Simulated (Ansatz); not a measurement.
# Run report: Ge, molecular dynamics (part 1 of 2)

- system: Ge (16 atoms in the cell)
- method: DFT PBE, scalar-relativistic, plane waves, PAW, no spin polarisation (Ansatz 0.2.0)

The structure was built on a prototype by a generator; it need not be a known phase. It belongs to a series of runs on one base structure; here: dynamics from the start. Figures and captions count atoms from 1; the log counts them from 0 in places.

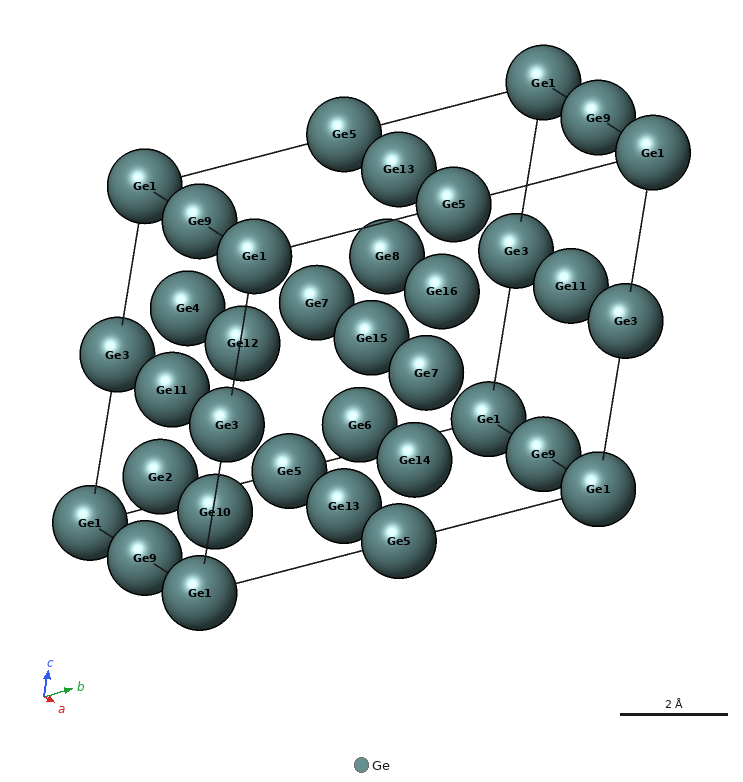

**Figure 1.** The input geometry (spheres-only view of the cell of the calculation, seen slightly off an axis; atoms are numbered from 1 in the order of the input).

The input
```yaml
crystal:
  lattice:
    - [0.0, 5.752803, 5.752803]
    - [5.752803, 0.0, 5.752803]
    - [5.752803, 5.752803, 0.0]
  atoms:
    - { symbol: Ge, position: [0.0, 0.0, 0.0] }
    - { symbol: Ge, position: [0.125, 0.125, 0.125] }
    - { symbol: Ge, position: [0.0, 0.0, 0.5] }
    - { symbol: Ge, position: [0.125, 0.125, 0.625] }
    - { symbol: Ge, position: [0.0, 0.5, 0.0] }
    - { symbol: Ge, position: [0.125, 0.625, 0.125] }
    - { symbol: Ge, position: [0.0, 0.5, 0.5] }
    - { symbol: Ge, position: [0.125, 0.625, 0.625] }
    - { symbol: Ge, position: [0.5, 0.0, 0.0] }
    - { symbol: Ge, position: [0.625, 0.125, 0.125] }
    - { symbol: Ge, position: [0.5, 0.0, 0.5] }
    - { symbol: Ge, position: [0.625, 0.125, 0.625] }
    - { symbol: Ge, position: [0.5, 0.5, 0.0] }
    - { symbol: Ge, position: [0.625, 0.625, 0.125] }
    - { symbol: Ge, position: [0.5, 0.5, 0.5] }
    - { symbol: Ge, position: [0.625, 0.625, 0.625] }
basis:
  ecutwfc: 420.0
kpoints:
  mp_grid: { grid: [2, 2, 2] }
hamiltonian:
  xc: pbe
scf:
  occupations: { method: fermi_dirac, width: 0.3 }
  lower_state_search: "off"
md:
  timestep: 2.25
  n_steps: 60
  ensemble: nvt_nose_hoover
  temperature: 3500.0
  initial_velocities: maxwell_boltzmann
  seed: 388758
  nose_hoover: { tau: 50.0, chain_length: 1 }
```

Machine: 2 threads of Arm Neoverse V2, 128 GiB of memory available, shared host.

Launch command:
```bash
ansatz run input.yaml --threads 2 --pin off --max-ram 5120MiB --backend cpu --events-out ev --progress --plain --runs-dir out
```

Output
```
Warning: md: disabling space-group detection — thermal motion breaks the input geometry's symmetry, so no spatial operation reduces the k-mesh or symmetrises the density; time reversal is kept, so that k and −k are solved as one point where they differ and the mesh holds both, and exact exchange and, on two spinor components, a DFT+U term hold to it where the run has them: on two components no moment then forms, and a state that bears one, which a typed moment (crystal.atoms[].spin; refused beside efield: under a hybrid functional) reaches, can lie lower, under hf by electronvolts; crystal.symmetry.detect: false (a key that needs symmetry detection or time reversal refuses this as the deck is read) with time_reversal: false beside it drops time reversal too
band count auto-derived: 147 (N_el = 224.0; filled up to band 112; 135 by the electrons, moments and atoms)
Engine: ansatz 0.2.0, aarch64-unknown-linux-gnu
Pseudopotentials: kind: paw
Pseudopotential: Ge, paw, valence charge 14, recommended cutoff 420 eV (normal), Ge.paw.azcp
Functional definition: PBE
  parameter kappa = 0.804
  parameter beta = 0.06672455060314922
  exchange = pbe_x(kappa = kappa, mu = beta*pi^2/3)
  correlation = pbe_c(beta = beta)
Crystal: 16 atoms, lattice volume = 380.775 Å³
Basis set: ecut = 420 eV, 7391 PW (Γ), exchange–correlation on 120×120×120 points (8 copies of the dense FFT grid, shifted against one another)
Bands: 147, of which v1, the nominal top of the filled ones, is band 112 counted from 1 (111 counted from 0)
Symmetry: 1 space group operations
k-points: 8
Non-local potential: Ge, projectors of the file, l = 0: 2, l = 1: 2, l = 2: 3, l = 3: 1
PAW form: soft (Blöchl's): semilocal exchange-correlation on the pseudo side does not see the compensation charge
PAW one-centre angular grid: Ge, 590 points (default); XC on 64 Gauss nodes
Initial density: superposition of atomic densities (neutral atoms: chi_scale 0, normalization atom), corrected by the library's trained network
Initial wavefunctions: pseudopotential atomic-orbital guess
Functional: x = pbe(κ = 0.804, μ = 0.2195149727645171), c = pbe(β = 0.06672455060314922)
SCF iter   1: F=—  HF=-68718.335074 eV  |F-HF|=—  |Δ(HF+E_count)|=         —  Δρ=1.23e-3  dr2=4.22e-3  ethr=1.77e-3  ⟨swp⟩=5.0  Hψ=3928  notcnv=0
preconditioner: auto → LDOS  [metal: Δε(μ)=0.413 eV  Ē_g=23.491 eV  σ=0.300 eV  W_gap=0.33  n_scr=112 (ndim 8)  ℏωp=28.5 eV  f_vac=0.091  D(μ)=3.95/eV (n_scr^D=14)  β→1.0]
SCF iter   2: F=—  HF=-68718.337693 eV  |F-HF|=—  |Δ(HF+E_count)|=   2.62e-3  Δρ=1.66e-3  dr2=5.39e-3  ethr=1.88e-6  ⟨swp⟩=2.0  Hψ=2326  notcnv=0
SCF iter   3: F=—  HF=-68718.330733 eV  |F-HF|=—  |Δ(HF+E_count)|=   6.96e-3  Δρ=2.34e-4  dr2=8.24e-5  ethr=1.88e-6  ⟨swp⟩=2.0  Hψ=2075  notcnv=0
SCF iter   4: F=—  HF=-68718.330650 eV  |F-HF|=—  |Δ(HF+E_count)|=   8.31e-5  Δρ=2.21e-5  dr2=1.32e-6  ethr=3.68e-8  ⟨swp⟩=2.0  Hψ=2137  notcnv=0
SCF iter   5: F=—  HF=-68718.330632 eV  |F-HF|=—  |Δ(HF+E_count)|=   1.81e-5  Δρ=7.28e-6  dr2=1.12e-7  ethr=5.89e-10  ⟨swp⟩=2.0  Hψ=2140  notcnv=0
SCF iter   6: F=—  HF=-68718.330632 eV  |F-HF|=—  |Δ(HF+E_count)|=   6.38e-8  Δρ=2.33e-6  dr2=1.65e-8  ethr=7.14e-12  ⟨swp⟩=4.0  Hψ=3969  notcnv=0
SCF iter   7: F=-68718.330632 eV  HF=-68718.330632 eV  |F-HF|=1.16e-10  |Δ(HF+E_count)|=   1.58e-8  Δρ=1.69e-7  dr2=1.50e-10  ethr=7.14e-12  ⟨swp⟩=4.0  Hψ=3253  notcnv=0
SCF 1 converged in 7 iterations: F = -68718.330632 eV  dr2 = 1.50e-10
  greatest PAW one-centre occupation: 0.998 electrons in one spin orbital (limit 2), on the Ge atom at site 2 (counted from 0), in its partial waves of l = 2
md step     0: t =     0.00 fs  T =  3500.0 K  F+E_penalty+E_count = -68718.33063190 eV  E_kin = 6.786150 eV  conserved = -68711.54448196 eV  (7 SCF iters)
Initial density: handed on by an earlier stage of this run
Initial wavefunctions: those handed on with the density
iter 1 solved again at ethr=2.94e-6 eV; its pass at ethr=3.10e-3 eV (dr2=6.59e-3 eV) is discarded
SCF iter   1: F=—  HF=-68718.289978 eV  |F-HF|=—  |Δ(HF+E_count)|=         —  Δρ=1.90e-3  dr2=6.80e-3  ethr=2.94e-6  ⟨swp⟩=2.0  Hψ=6382  notcnv=0
preconditioner: auto → LDOS  [metal: Δε(μ)=0.371 eV  Ē_g=23.472 eV  σ=0.300 eV  W_gap=0.29  n_scr=112 (ndim 8)  ℏωp=28.5 eV  f_vac=0.087  D(μ)=3.99/eV (n_scr^D=14)  β→1.0]
SCF iter   2: F=—  HF=-68718.290554 eV  |F-HF|=—  |Δ(HF+E_count)|=   5.76e-4  Δρ=5.18e-4  dr2=2.71e-3  ethr=2.94e-6  ⟨swp⟩=2.1  Hψ=2094  notcnv=0
SCF iter   3: F=—  HF=-68718.289879 eV  |F-HF|=—  |Δ(HF+E_count)|=   6.74e-4  Δρ=1.87e-4  dr2=4.20e-4  ethr=1.21e-6  ⟨swp⟩=2.9  Hψ=2334  notcnv=0
SCF iter   4: F=—  HF=-68718.289780 eV  |F-HF|=—  |Δ(HF+E_count)|=   9.96e-5  Δρ=4.91e-5  dr2=1.72e-5  ethr=1.88e-7  ⟨swp⟩=2.0  Hψ=1322  notcnv=0
SCF iter   5: F=—  HF=-68718.289731 eV  |F-HF|=—  |Δ(HF+E_count)|=   4.91e-5  Δρ=8.98e-6  dr2=3.90e-7  ethr=7.67e-9  ⟨swp⟩=3.0  Hψ=2377  notcnv=0
SCF iter   6: F=—  HF=-68718.289731 eV  |F-HF|=—  |Δ(HF+E_count)|=   1.81e-7  Δρ=2.77e-6  dr2=3.22e-8  ethr=1.74e-10  ⟨swp⟩=2.0  Hψ=2089  notcnv=0
SCF iter   7: F=-68718.289731 eV  HF=-68718.289731 eV  |F-HF|=2.08e-9  |Δ(HF+E_count)|=   1.35e-9  Δρ=7.05e-7  dr2=1.62e-9  ethr=7.14e-12  ⟨swp⟩=4.0  Hψ=3285  notcnv=0
SCF 2 converged in 7 iterations: F = -68718.289731 eV  dr2 = 1.62e-9
md step     1: t =     2.25 fs  T =  3479.0 K  F+E_penalty+E_count = -68718.28973095 eV  E_kin = 6.745442 eV  conserved = -68711.54430914 eV  (7 SCF iters)
[... from here on the SCF iterations and repeated set-up lines of each step are left out, up to the last step ...]
SCF 3 converged in 7 iterations: F = -68718.169227 eV  dr2 = 1.64e-9
md step     2: t =     4.50 fs  T =  3417.2 K  F+E_penalty+E_count = -68718.16922708 eV  E_kin = 6.625548 eV  conserved = -68711.54392046 eV  (7 SCF iters)
md step     3: t =     6.75 fs  T =  3317.7 K  F+E_penalty+E_count = -68717.97483816 eV  E_kin = 6.432612 eV  conserved = -68711.54334259 eV  (7 SCF iters)
md step     4: t =     9.00 fs  T =  3185.2 K  F+E_penalty+E_count = -68717.71516447 eV  E_kin = 6.175871 eV  conserved = -68711.54260934 eV  (7 SCF iters)
md step     5: t =    11.25 fs  T =  3026.0 K  F+E_penalty+E_count = -68717.40117421 eV  E_kin = 5.867041 eV  conserved = -68711.54175806 eV  (5 SCF iters)
md step     6: t =    13.50 fs  T =  2846.8 K  F+E_penalty+E_count = -68717.04563185 eV  E_kin = 5.519631 eV  conserved = -68711.54082694 eV  (3 SCF iters)
md step     7: t =    15.75 fs  T =  2655.2 K  F+E_penalty+E_count = -68716.66250620 eV  E_kin = 5.148252 eV  conserved = -68711.53985512 eV  (3 SCF iters)
md step     8: t =    18.00 fs  T =  2459.1 K  F+E_penalty+E_count = -68716.26637494 eV  E_kin = 4.767944 eV  conserved = -68711.53888152 eV  (3 SCF iters)
md step     9: t =    20.25 fs  T =  2266.0 K  F+E_penalty+E_count = -68715.87182651 eV  E_kin = 4.393553 eV  conserved = -68711.53794563 eV  (3 SCF iters)
md step    10: t =    22.50 fs  T =  2083.2 K  F+E_penalty+E_count = -68715.49285642 eV  E_kin = 4.039135 eV  conserved = -68711.53708827 eV  (7 SCF iters)
md step    11: t =    24.75 fs  T =  1917.3 K  F+E_penalty+E_count = -68715.14226056 eV  E_kin = 3.717412 eV  conserved = -68711.53635016 eV  (3 SCF iters)
md step    12: t =    27.00 fs  T =  1773.8 K  F+E_penalty+E_count = -68714.83104595 eV  E_kin = 3.439277 eV  conserved = -68711.53576898 eV  (3 SCF iters)
md step    13: t =    29.25 fs  T =  1657.3 K  F+E_penalty+E_count = -68714.56789837 eV  E_kin = 3.213367 eV  conserved = -68711.53537326 eV  (4 SCF iters)
md step    14: t =    31.50 fs  T =  1570.9 K  F+E_penalty+E_count = -68714.35876327 eV  E_kin = 3.045756 eV  conserved = -68711.53517928 eV  (3 SCF iters)
md step    15: t =    33.75 fs  T =  1516.2 K  F+E_penalty+E_count = -68714.20659808 eV  E_kin = 2.939784 eV  conserved = -68711.53518823 eV  (3 SCF iters)
md step    16: t =    36.00 fs  T =  1493.7 K  F+E_penalty+E_count = -68714.11133974 eV  E_kin = 2.896074 eV  conserved = -68711.53538449 eV  (2 SCF iters)
md step    17: t =    38.25 fs  T =  1502.3 K  F+E_penalty+E_count = -68714.07010225 eV  E_kin = 2.912732 eV  conserved = -68711.53573699 eV  (3 SCF iters)
md step    18: t =    40.50 fs  T =  1539.9 K  F+E_penalty+E_count = -68714.07758235 eV  E_kin = 2.985710 eV  conserved = -68711.53620376 eV  (3 SCF iters)
md step    19: t =    42.75 fs  T =  1603.6 K  F+E_penalty+E_count = -68714.12661837 eV  E_kin = 3.109282 eV  conserved = -68711.53673761 eV  (3 SCF iters)
md step    20: t =    45.00 fs  T =  1689.9 K  F+E_penalty+E_count = -68714.20882601 eV  E_kin = 3.276589 eV  conserved = -68711.53729185 eV  (6 SCF iters)
md step    21: t =    47.25 fs  T =  1794.9 K  F+E_penalty+E_count = -68714.31522944 eV  E_kin = 3.480152 eV  conserved = -68711.53782738 eV  (4 SCF iters)
md step    22: t =    49.50 fs  T =  1914.7 K  F+E_penalty+E_count = -68714.43681635 eV  E_kin = 3.712331 eV  conserved = -68711.53831495 eV  (3 SCF iters)
md step    23: t =    51.75 fs  T =  2045.3 K  F+E_penalty+E_count = -68714.56496818 eV  E_kin = 3.965674 eV  conserved = -68711.53873501 eV  (3 SCF iters)
md step    24: t =    54.00 fs  T =  2183.3 K  F+E_penalty+E_count = -68714.69174176 eV  E_kin = 4.233126 eV  conserved = -68711.53907935 eV  (3 SCF iters)
md step    25: t =    56.25 fs  T =  2325.1 K  F+E_penalty+E_count = -68714.81000714 eV  E_kin = 4.508126 eV  conserved = -68711.53934918 eV  (3 SCF iters)
md step    26: t =    58.50 fs  T =  2467.7 K  F+E_penalty+E_count = -68714.91347036 eV  E_kin = 4.784611 eV  conserved = -68711.53955021 eV  (3 SCF iters)
md step    27: t =    60.75 fs  T =  2608.2 K  F+E_penalty+E_count = -68714.99662772 eV  E_kin = 5.056960 eV  conserved = -68711.53968912 eV  (3 SCF iters)
md step    28: t =    63.00 fs  T =  2743.8 K  F+E_penalty+E_count = -68715.05470857 eV  E_kin = 5.319948 eV  conserved = -68711.53976982 eV  (3 SCF iters)
md step    29: t =    65.25 fs  T =  2872.1 K  F+E_penalty+E_count = -68715.08366316 eV  E_kin = 5.568752 eV  conserved = -68711.53979039 eV  (3 SCF iters)
md step    30: t =    67.50 fs  T =  2990.9 K  F+E_penalty+E_count = -68715.08023955 eV  E_kin = 5.799063 eV  conserved = -68711.53974102 eV  (7 SCF iters)
md step    31: t =    69.75 fs  T =  3098.3 K  F+E_penalty+E_count = -68715.04216982 eV  E_kin = 6.007322 eV  conserved = -68711.53960604 eV  (4 SCF iters)
md step    32: t =    72.00 fs  T =  3193.1 K  F+E_penalty+E_count = -68714.96845377 eV  E_kin = 6.191065 eV  conserved = -68711.53936739 eV  (3 SCF iters)
md step    33: t =    74.25 fs  T =  3274.7 K  F+E_penalty+E_count = -68714.85969308 eV  E_kin = 6.349342 eV  conserved = -68711.53900870 eV  (3 SCF iters)
md step    34: t =    76.50 fs  T =  3343.7 K  F+E_penalty+E_count = -68714.71839764 eV  E_kin = 6.483114 eV  conserved = -68711.53852240 eV  (3 SCF iters)
md step    35: t =    78.75 fs  T =  3401.7 K  F+E_penalty+E_count = -68714.54916890 eV  E_kin = 6.595541 eV  conserved = -68711.53791526 eV  (3 SCF iters)
md step    36: t =    81.00 fs  T =  3451.5 K  F+E_penalty+E_count = -68714.35866801 eV  E_kin = 6.692049 eV  conserved = -68711.53721269 eV  (3 SCF iters)
md step    37: t =    83.25 fs  T =  3496.9 K  F+E_penalty+E_count = -68714.15530485 eV  E_kin = 6.780109 eV  conserved = -68711.53645918 eV  (3 SCF iters)
md step    38: t =    85.50 fs  T =  3542.6 K  F+E_penalty+E_count = -68713.94863406 eV  E_kin = 6.868689 eV  conserved = -68711.53571318 eV  (3 SCF iters)
md step    39: t =    87.75 fs  T =  3593.5 K  F+E_penalty+E_count = -68713.74850826 eV  E_kin = 6.967438 eV  conserved = -68711.53503780 eV  (3 SCF iters)
md step    40: t =    90.00 fs  T =  3654.5 K  F+E_penalty+E_count = -68713.56410489 eV  E_kin = 7.085684 eV  conserved = -68711.53449100 eV  (7 SCF iters)
md step    41: t =    92.25 fs  T =  3729.7 K  F+E_penalty+E_count = -68713.40299127 eV  E_kin = 7.231424 eV  conserved = -68711.53411537 eV  (3 SCF iters)
md step    42: t =    94.50 fs  T =  3822.0 K  F+E_penalty+E_count = -68713.27040235 eV  E_kin = 7.410483 eV  conserved = -68711.53392755 eV  (3 SCF iters)
md step    43: t =    96.75 fs  T =  3933.1 K  F+E_penalty+E_count = -68713.16886560 eV  E_kin = 7.625982 eV  conserved = -68711.53391612 eV  (3 SCF iters)
md step    44: t =    99.00 fs  T =  4063.2 K  F+E_penalty+E_count = -68713.09822617 eV  E_kin = 7.878184 eV  conserved = -68711.53404788 eV  (3 SCF iters)
md step    45: t =   101.25 fs  T =  4211.0 K  F+E_penalty+E_count = -68713.05602795 eV  E_kin = 8.164698 eV  conserved = -68711.53427644 eV  (3 SCF iters)
md step    46: t =   103.50 fs  T =  4374.1 K  F+E_penalty+E_count = -68713.03812693 eV  E_kin = 8.480950 eV  conserved = -68711.53455392 eV  (3 SCF iters)
md step    47: t =   105.75 fs  T =  4549.4 K  F+E_penalty+E_count = -68713.03937526 eV  E_kin = 8.820755 eV  conserved = -68711.53484165 eV  (3 SCF iters)
md step    48: t =   108.00 fs  T =  4733.0 K  F+E_penalty+E_count = -68713.05422394 eV  E_kin = 9.176864 eV  conserved = -68711.53511640 eV  (3 SCF iters)
md step    49: t =   110.25 fs  T =  4921.0 K  F+E_penalty+E_count = -68713.07714075 eV  E_kin = 9.541378 eV  conserved = -68711.53537210 eV  (3 SCF iters)
md step    50: t =   112.50 fs  T =  5109.1 K  F+E_penalty+E_count = -68713.10280619 eV  E_kin = 9.905984 eV  conserved = -68711.53561609 eV  (7 SCF iters)
md step    51: t =   114.75 fs  T =  5292.7 K  F+E_penalty+E_count = -68713.12611184 eV  E_kin = 10.262030 eV  conserved = -68711.53586392 eV  (4 SCF iters)
md step    52: t =   117.00 fs  T =  5467.3 K  F+E_penalty+E_count = -68713.14202699 eV  E_kin = 10.600512 eV  conserved = -68711.53613321 eV  (4 SCF iters)
md step    53: t =   119.25 fs  T =  5628.0 K  F+E_penalty+E_count = -68713.14542159 eV  E_kin = 10.912040 eV  conserved = -68711.53643826 eV  (3 SCF iters)
md step    54: t =   121.50 fs  T =  5769.7 K  F+E_penalty+E_count = -68713.13094211 eV  E_kin = 11.186891 eV  conserved = -68711.53678209 eV  (4 SCF iters)
md step    55: t =   123.75 fs  T =  5887.5 K  F+E_penalty+E_count = -68713.09304186 eV  E_kin = 11.415260 eV  conserved = -68711.53714968 eV  (5 SCF iters)
md step    56: t =   126.00 fs  T =  5976.5 K  F+E_penalty+E_count = -68713.02627541 eV  E_kin = 11.587787 eV  conserved = -68711.53750215 eV  (4 SCF iters)
md step    57: t =   128.25 fs  T =  6032.5 K  F+E_penalty+E_count = -68712.92597339 eV  E_kin = 11.696496 eV  conserved = -68711.53776761 eV  (4 SCF iters)
md step    58: t =   130.50 fs  T =  6053.0 K  F+E_penalty+E_count = -68712.78939061 eV  E_kin = 11.736183 eV  conserved = -68711.53783921 eV  (4 SCF iters)
SCF 60 converged in 4 iterations: F = -68712.617328 eV  dr2 = 8.10e-9
md step    59: t =   132.75 fs  T =  6037.6 K  F+E_penalty+E_count = -68712.61732807 eV  E_kin = 11.706223 eV  conserved = -68711.53758765 eV  (4 SCF iters)
iter 1 solved again at ethr=5.32e-6 eV; its pass at ethr=3.10e-3 eV (dr2=1.19e-2 eV) is discarded
SCF iter   1: F=—  HF=-68712.417788 eV  |F-HF|=—  |Δ(HF+E_count)|=         —  Δρ=1.63e-3  dr2=1.19e-2  ethr=5.32e-6  ⟨swp⟩=2.0  Hψ=5915  notcnv=0
preconditioner: auto → Kerker (q_TF=auto, 2.497 Å⁻¹)  [metal: Δε(μ)=0.043 eV  Ē_g=22.880 eV  σ=0.300 eV  W_gap=0.04  n_scr=112 (ndim 8)  ℏωp=28.5 eV  f_vac=0.007  D(μ)=9.77/eV (n_scr^D=58)]
SCF iter   2: F=—  HF=-68712.416678 eV  |F-HF|=—  |Δ(HF+E_count)|=   1.11e-3  Δρ=9.85e-4  dr2=4.55e-3  ethr=5.32e-6  ⟨swp⟩=1.0  Hψ=1176  notcnv=0
SCF iter   3: F=—  HF=-68712.416077 eV  |F-HF|=—  |Δ(HF+E_count)|=   6.00e-4  Δρ=1.61e-4  dr2=1.08e-4  ethr=2.03e-6  ⟨swp⟩=2.0  Hψ=2066  notcnv=0
SCF iter   4: F=—  HF=-68712.416054 eV  |F-HF|=—  |Δ(HF+E_count)|=   2.35e-5  Δρ=7.43e-5  dr2=4.13e-5  ethr=4.80e-8  ⟨swp⟩=2.0  Hψ=2090  notcnv=0
SCF iter   5: F=—  HF=-68712.416047 eV  |F-HF|=—  |Δ(HF+E_count)|=   7.21e-6  Δρ=3.17e-5  dr2=9.23e-6  ethr=1.85e-8  ⟨swp⟩=3.0  Hψ=2093  notcnv=0
SCF iter   6: F=—  HF=-68712.416006 eV  |F-HF|=—  |Δ(HF+E_count)|=   4.01e-5  Δρ=8.58e-6  dr2=8.75e-7  ethr=4.12e-9  ⟨swp⟩=2.0  Hψ=1306  notcnv=0
SCF iter   7: F=—  HF=-68712.416007 eV  |F-HF|=—  |Δ(HF+E_count)|=   3.97e-8  Δρ=3.77e-6  dr2=9.30e-8  ethr=3.90e-10  ⟨swp⟩=2.0  Hψ=2093  notcnv=0
SCF iter   8: F=—  HF=-68712.416006 eV  |F-HF|=—  |Δ(HF+E_count)|=   3.96e-8  Δρ=1.55e-6  dr2=1.98e-8  ethr=7.14e-12  ⟨swp⟩=4.0  Hψ=3978  notcnv=0
SCF iter   9: F=-68712.416006 eV  HF=-68712.416006 eV  |F-HF|=1.16e-10  |Δ(HF+E_count)|=   2.05e-9  Δρ=5.72e-7  dr2=3.29e-9  ethr=7.14e-12  ⟨swp⟩=3.1  Hψ=3057  notcnv=0
SCF 61 converged in 9 iterations: F = -68712.416006 eV  dr2 = 3.29e-9
  greatest PAW one-centre occupation: 0.998 electrons in one spin orbital (limit 2), on the Ge atom at site 3 (counted from 0), in its partial waves of l = 2
md step    60: t =   135.00 fs  T =  5989.2 K  F+E_penalty+E_count = -68712.41600649 eV  E_kin = 11.612513 eV  conserved = -68711.53689909 eV  (9 SCF iters)
```

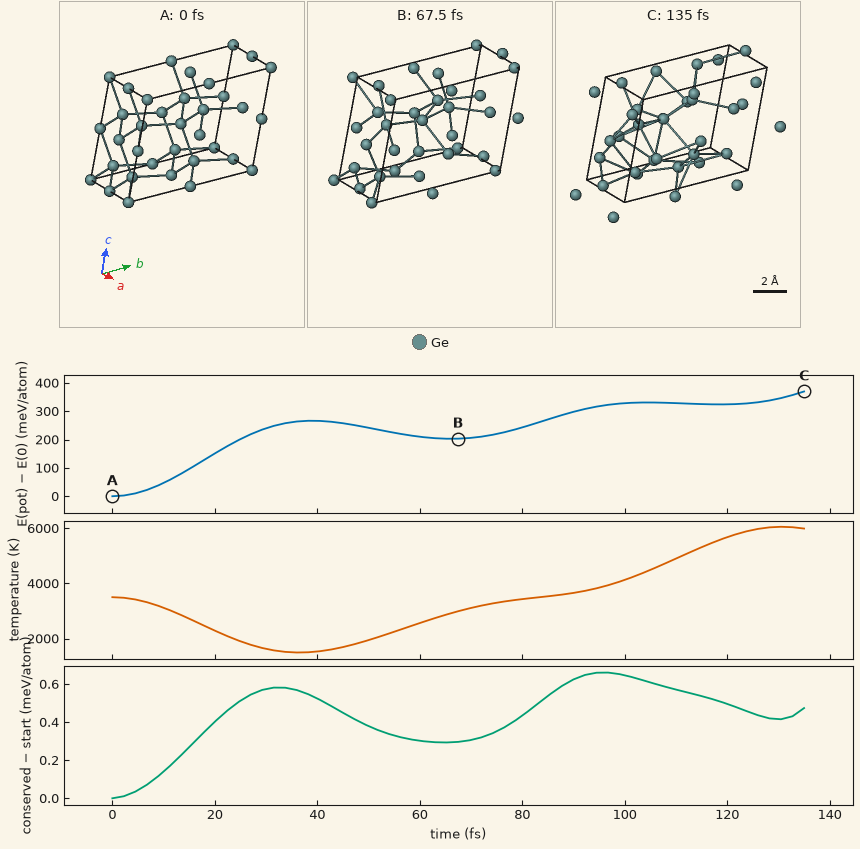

**Figure 2.** Frames of the molecular dynamics (ball-and-stick, reduced simulation cell, seen slightly off an axis) above the curves, on which the letters mark them. The trajectory kept here has 61 frames over 135 fs. The temperature starts at 3500 K, ranges from 1494 to 6053 K and averages 4472 K over the second half. The potential energy ends 369.7 meV/atom above its first value. The conserved quantity stays within 0.66 meV/atom. With the common drift removed, the root-mean-square displacement is 1.12 Å, and Ge4 has moved furthest (1.88 Å).
